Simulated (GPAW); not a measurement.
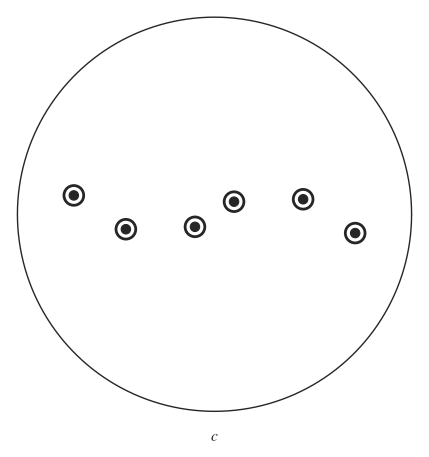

Stereographic projection: filled dots lie in the upper hemisphere, open rings in the lower. The b axis points at the viewer. The poles are all faces of one general form. Computed from the symmetry operations of a computed or model structure of composition O.

> Identify the point group and its elements.

-3m (D3d), order 12, trigonal system: one threefold axis, three twofold axes, three mirror planes, an inversion centre.

> Can such a crystal be piezoelectric, pyroelectric or chiral?

It is centrosymmetric, so neither piezoelectric nor pyroelectric; it is not chiral.
